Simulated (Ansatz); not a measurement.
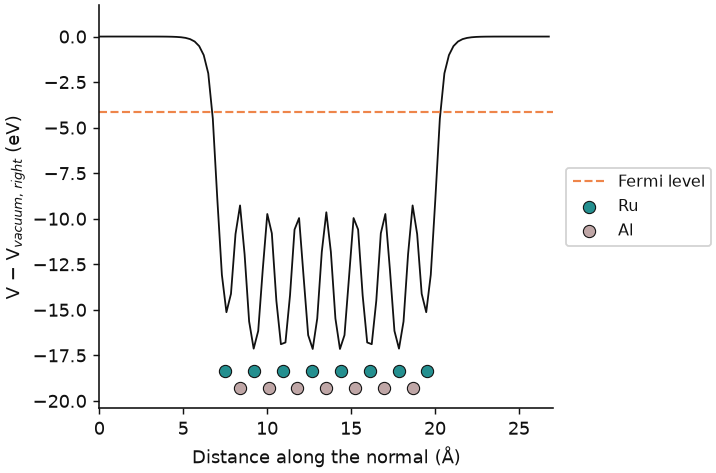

Plane-averaged electrostatic potential energy of an electron across the slab; circles at the bottom mark the heights of the atoms.

This input was run:

```
crystal:
  lattice:
    - [4.2180678883, 0.0, 0.0]
    - [-2.1090339442, 3.6529539462, 0.0]
    - [0.0, 0.0, 27.0541330313]
  atoms:
    - { symbol: Ru, position: [0.3333333333, 0.6666666667, 0.2772219679] }
    - { symbol: Al, position: [0.6666666667, 0.3333333333, 0.3090474011] }
    - { symbol: Ru, position: [0.0, 0.0, 0.3408728342] }
    - { symbol: Al, position: [0.3333333333, 0.6666666667, 0.3726982674] }
    - { symbol: Ru, position: [0.6666666667, 0.3333333333, 0.4045237005] }
    - { symbol: Al, position: [0.0, 0.0, 0.4363491337] }
    - { symbol: Ru, position: [0.3333333333, 0.6666666667, 0.4681745668] }
    - { symbol: Al, position: [0.6666666667, 0.3333333333, 0.5] }
    - { symbol: Ru, position: [0.0, 0.0, 0.5318254332] }
    - { symbol: Al, position: [0.3333333333, 0.6666666667, 0.5636508663] }
    - { symbol: Ru, position: [0.6666666667, 0.3333333333, 0.5954762995] }
    - { symbol: Al, position: [0.0, 0.0, 0.6273017326] }
    - { symbol: Ru, position: [0.3333333333, 0.6666666667, 0.6591271658] }
    - { symbol: Al, position: [0.6666666667, 0.3333333333, 0.6909525989] }
    - { symbol: Ru, position: [0.0, 0.0, 0.7227780321] }
basis:
  ecutwfc: 500
kpoints:
  mp_grid: { grid: [9, 9, 1] }
hamiltonian:
  xc: r2scan
scf:
  occupations: { method: gaussian, width: 0.1 }
output:
  forces: true
  stress: true
  eigenvalues: true
efield:
  axis: 3
  dipole_correction: true
  ramp_width: 0.04
```

Launched with:
```bash
ansatz run input.yaml --threads 2 --pin off --max-ram 5120MiB --backend cpu --events-out ev --progress --plain --runs-dir out
```

Question: What is the work function?

Answer: The work function is 4.16 eV, the same on both faces. The two vacuum levels agree, so the slab has no net dipole along its normal.

Question: How thick are slab and vacuum?

Answer: The outermost atoms are 12.1 Å apart, which leaves 15.0 Å of vacuum in a cell 27.1 Å high.

The atoms aren't at rest in this cell (largest force 1.1 eV/Å), so the relaxed material can differ.
